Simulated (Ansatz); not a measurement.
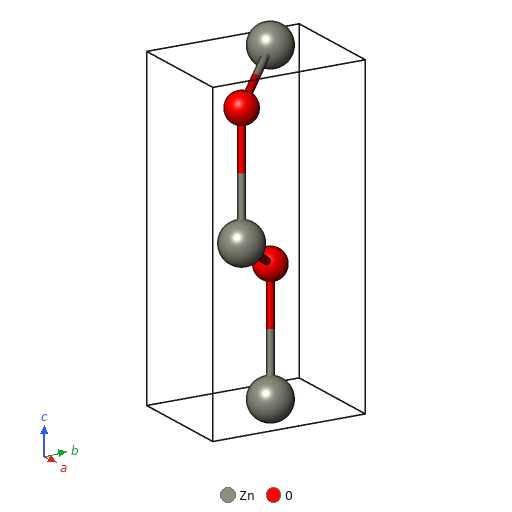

System: ZnO, space group P6_3mc (No. 186). The picture shows the cell.

The given structure:
```yaml
crystal:
  lattice:
    - [3.24940, 0.00000, 0.00000]
    - [-1.62470, 2.81406, 0.00000]
    - [0.00000, 0.00000, 5.20380]
  atoms:
    - { symbol: Zn, position: [0.33333, 0.66667, 0.00000] }
    - { symbol: Zn, position: [0.66667, 0.33333, 0.50000] }
    - { symbol: O, position: [0.33333, 0.66667, 0.38210] }
    - { symbol: O, position: [0.66667, 0.33333, 0.88210] }
```

Computed with Ansatz 0.2.0: deformation of a crystal at fixed volume, lengths along the axis scaled against those across it, fractional coordinates fixed, by plane-wave density functional theory with PAW datasets, free energies less that of the undisturbed cell; scalar-relativistic. Level: PBE, no spin polarisation.

wave cutoff 420 eV; k mesh 12×12×6; occupations Gaussian; smearing width 0.05 eV; k shift (0, 0, 0) (mesh steps); start as given; path axial; axis direction (0, 0, 1) (Cartesian unit vector).

Describe the result: the energy change against relative axial ratio. The relative axial ratio takes the values 0.80, 0.85, 0.92, 0.96, 1.00, 1.05, 1.10, 1.20, 1.30.

The energy change is 328 meV/atom at relative axial ratio 0.80 and 315 meV/atom at 1.30; the lowest computed point is at relative axial ratio 1.00 (0 meV/atom), in a single well.

```json
{"axial ratio relative to the start": "0.80", "energy change (meV/atom)": "328"}
{"axial ratio relative to the start": "0.85", "energy change (meV/atom)": "167"}
{"axial ratio relative to the start": "0.92", "energy change (meV/atom)": "42"}
{"axial ratio relative to the start": "0.96", "energy change (meV/atom)": "10"}
{"axial ratio relative to the start": "1.00", "energy change (meV/atom)": "0"}
{"axial ratio relative to the start": "1.05", "energy change (meV/atom)": "12"}
{"axial ratio relative to the start": "1.10", "energy change (meV/atom)": "46"}
{"axial ratio relative to the start": "1.20", "energy change (meV/atom)": "160"}
{"axial ratio relative to the start": "1.30", "energy change (meV/atom)": "315"}
```

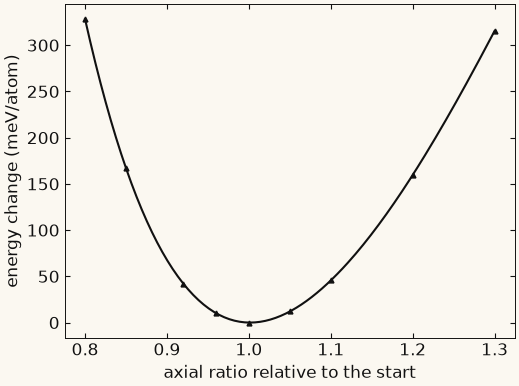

Caveats: gap closes along the scan on a mesh chosen for the insulator; reference crystal is not relaxed; shape and atomic fractions are frozen while scaling, which makes layered, chain and framework solids too stiff.
